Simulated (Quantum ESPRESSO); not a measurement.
**GaCo: 7 runs along one coordinate**

System: GaCo (Pm-3m, 2 atoms in the cell).
Method: Kohn-Sham DFT of a periodic cell, PBE, SSSP 1.3 efficiency PBE, spin-polarised (Quantum ESPRESSO 7.5).

The 7 runs differ only in the geometry, by an even scaling of the cell at fixed fractional positions. The structure derives from an entry of the Crystallography Open Database.

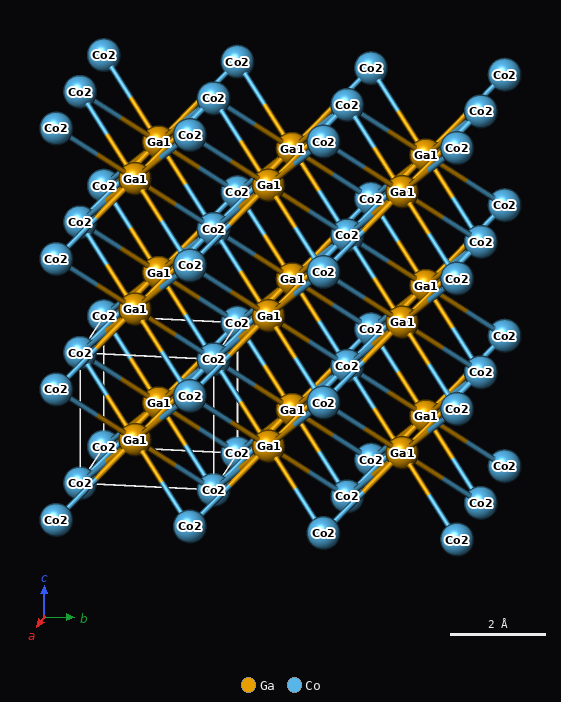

Figure 1. The structure of run 4 (ball-and-stick view of the cell of the calculation, repeated 2 × 3 × 3, seen slightly off an axis; atoms are numbered from 1 in the order of the input).

## Input of run 4
```
&CONTROL
  calculation = 'scf'
  prefix = 'pwscf'
  outdir = './tmp'
  pseudo_dir = './pseudo'
  tprnfor = .true.
  tstress = .true.
  disk_io = 'low'
/
&SYSTEM
  ibrav = 0
  nat = 2
  ntyp = 2
  ecutwfc = 70
  ecutrho = 560
  nbnd = 25
  occupations = 'smearing'
  smearing = 'fd'
  degauss = 0.00367493
  nspin = 2
  starting_magnetization(1) = 0
  starting_magnetization(2) = 0.1176
/
&ELECTRONS
  conv_thr = 4d-10
  electron_maxstep = 120
  mixing_beta = 0.3
/
ATOMIC_SPECIES
Ga    69.7230 Ga.pbe-dn-kjpaw_psl.1.0.0.UPF
Co    58.9332 Co_pbe_v1.2.uspp.F.UPF
CELL_PARAMETERS angstrom
   2.8780000000    0.0000000000    0.0000000000
   0.0000000000    2.8780000000    0.0000000000
   0.0000000000    0.0000000000    2.8780000000
ATOMIC_POSITIONS crystal
Ga     0.5000000000    0.5000000000    0.5000000000
Co     0.0000000000    0.0000000000    0.0000000000
K_POINTS automatic
9 9 9 0 0 0
```

## File pp_density.in of run 4
```
&INPUTPP
  prefix = 'pwscf'
  outdir = './tmp'
  filplot = 'density.dat'
  plot_num = 0
/
&PLOT
  nfile = 1
  filepp(1) = 'density.dat'
  iflag = 3
  output_format = 6
  fileout = 'density.cube'
/
```

## File pp_potential.in of run 4
```
&INPUTPP
  prefix = 'pwscf'
  outdir = './tmp'
  filplot = 'potential.dat'
  plot_num = 11
/
&PLOT
  nfile = 1
  filepp(1) = 'potential.dat'
  iflag = 3
  output_format = 6
  fileout = 'potential.cube'
/
```

## File pp_spin.in of run 4
```
&INPUTPP
  prefix = 'pwscf'
  outdir = './tmp'
  filplot = 'spin.dat'
  plot_num = 6
/
&PLOT
  nfile = 1
  filepp(1) = 'spin.dat'
  iflag = 3
  output_format = 6
  fileout = 'spin.cube'
/
```

Command:
```bash
OMP_NUM_THREADS=2 pw.x -in pw.in > pw.out
OMP_NUM_THREADS=2 pp.x -in pp_density.in > pp_density.out
OMP_NUM_THREADS=2 pp.x -in pp_potential.in > pp_potential.out
OMP_NUM_THREADS=2 pp.x -in pp_spin.in > pp_spin.out
```

Run 5 has the same physical settings and fractional positions; its lattice vectors (Å) are:
```
   2.897060    0.000000    0.000000
   0.000000    2.897060    0.000000
   0.000000    0.000000    2.897060
```

## Results, with one run withheld

| run | volume per atom (Å³) | free energy per atom, from the lowest run given (meV) | pressure (GPa) |
| --- | --- | --- | --- |
| 1 | 11.204 | 31.40 | 13.15 |
| 2 | 11.442 | 14.39 | 8.38 |
| 3 | 11.681 | 4.17 | 4.11 |
| 4 | 11.919 | 0.00 | 0.30 |
| 5 | 12.157 | ? | ? |
| 6 | 12.396 | 7.33 | −6.14 |
| 7 | 12.634 | 17.70 | −8.85 |

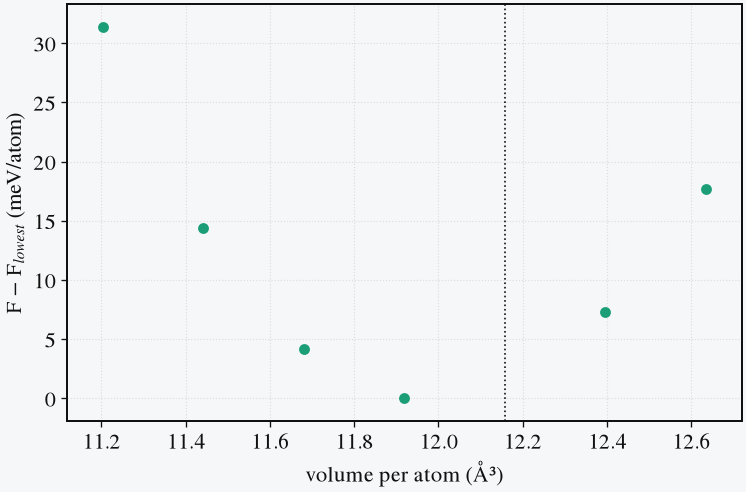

Figure 2. Free energy per atom of the runs given; the dotted line marks run 5.

Fit the runs given and predict run 5.

A cubic polynomial in V^(−2/3) (the Birch–Murnaghan form), fitted to the 6 runs given, misses them by at most 0.01 meV per atom. With x = V^(−2/3) − 0.19227 Å⁻², it reads F = 0.49222 + 1040.7 x + 4.1163e+05 x² + 7.6553e+05 x³ (meV per atom). At run 5 it gives 1.24 meV per atom, and the run itself gives 1.21. The slope of the fit gives a pressure −dF/dV of −2.52 GPa there, and the run prints −3.11 GPa. The two needn't agree exactly: the fit is approximate, and the printed stress is taken on a finite basis. The fit has its minimum at 11.980 Å³ per atom, where V d²F/dV² gives 177 GPa: the bulk modulus at this level, since symmetry fixes the shape and the positions.

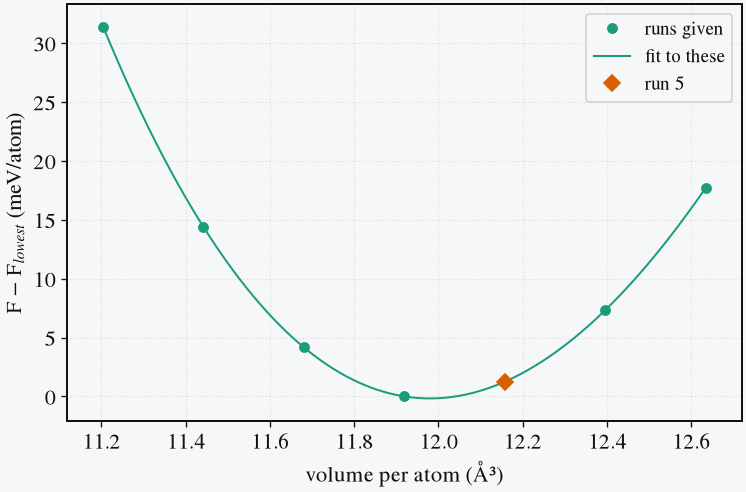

Figure 3. The fit and the withheld run.

## Some lines of the output (run 5)
```
[...]
     total energy              =    -576.45044687 Ry
     total energy              =    -576.45024877 Ry
     total energy              =    -576.45050129 Ry
     total energy              =    -576.45051580 Ry
     total energy              =    -576.45051422 Ry
     total energy              =    -576.45051607 Ry
     total energy              =    -576.45051601 Ry
     total energy              =    -576.45051618 Ry
     total energy              =    -576.45051619 Ry
     the Fermi energy is    16.4294 ev
!    total energy              =    -576.45051620 Ry
     The total energy is F=E-TS. E is the sum of the following terms:
     Computing stress (Cartesian axis) and pressure
          total   stress  (Ry/bohr**3)                   (kbar)     P=      -31.06
```
